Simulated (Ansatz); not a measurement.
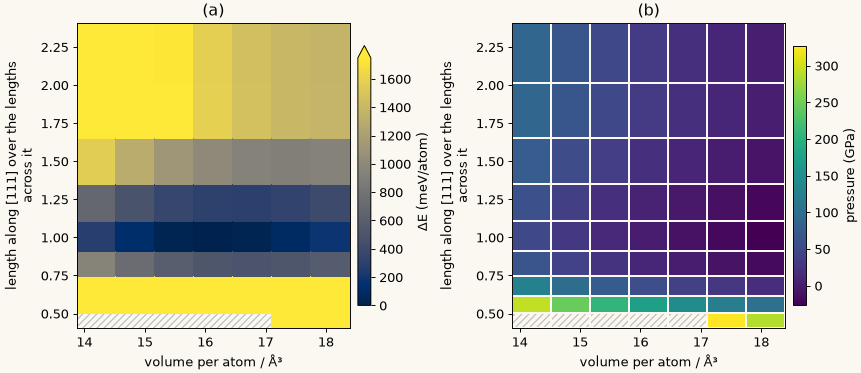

W (Im-3m, No. 229; 1 atom in the cell). The energy is mapped over volume and the cell's shape. Coordinates scanned: (1) volume per atom; (2) length along [111] over the lengths across it, relative to the cubic cell. Nothing is relaxed (symmetry fixes all fractional coordinates). The scan uses a 7 × 9 grid. At 5 points there is no value (left out of the scan, as a rule where atoms come close). Points are written as (first, second). Energies are in meV/atom, from the lowest grid point. Level of theory: DFT PBE, scalar-relativistic, plane waves, PAW in Ansatz 0.2.0. Settings: cutoff 420 eV, k-mesh 22×22×22, gaussian smearing 0.15 eV, no spin polarisation.

Panel (a) is the energy; panel (b) is the computed pressure, in GPa.

Drawn: one coloured cell a grid point, one colour for all values above the top of the scale, hatched blanks where no value was computed.

How does the pressure vary over the map, and what is it at the lowest grid point?

Leaving out the highest fifth of the energies, it runs from −27 GPa at (18.07 Å³, 1.000) [bcc] to 90 GPa at (14.20 Å³, 1.813). At the lowest grid point, (16.13 Å³, 1.000) [bcc], it is 0 GPa. The pressure is minus the slope of the energy with volume, so it vanishes at the true minimum, which need not be a grid point.

```tsv
second ↓, first →	14.20	14.84	15.49	16.13	16.78	17.43	18.07
2.211	90	68	50	34	22	11	2
1.813	90	68	50	35	22	11	2
1.487	76	55	37	22	10	0	−8
1.219	60	39	22	8	−4	−13	−21
1.000	50	30	14	0	−11	−20	−27
0.820	65	43	26	11	0	−10	−18
0.672	127	98	75	57	41	29	19
0.551	294	245	205	172	144	122	104
0.452	–	–	–	–	–	327	287
```

PAW datasets: the set soft_1.
